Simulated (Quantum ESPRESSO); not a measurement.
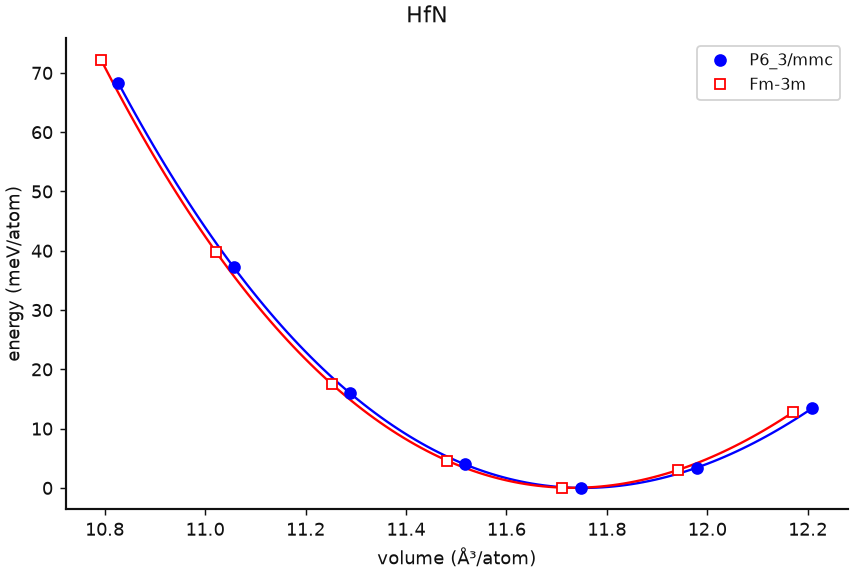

The picture above shows the energy against volume, with one curve for each structure, for HfN. Each energy curve has its own zero, so the curves don't rank the structures.

Calculation (Quantum ESPRESSO 7.5): plane-wave DFT, no spin polarisation; energies at scaled volumes of the given cell, shape and fractions fixed, counted from the fit's minimum, third-order Birch-Murnaghan fit. Level: PBE.

```csv
setting,value
occupations,Fermi–Dirac
smearing width,0.05 eV
potentials,SSSP 1.3 efficiency PBE
wave cutoff,816.3 eV
density cutoff,6531 eV
```

Settings that differ: P6_3/mmc: k mesh 10×10×5; Fm-3m: k mesh 10×10×10.

**Order the curves by fitted bulk modulus, smallest first.**

P6_3/mmc 260.2, Fm-3m 265.7 GPa.

Keep in mind: shape and atomic fractions are frozen while scaling, which makes layered, chain and framework solids too stiff.
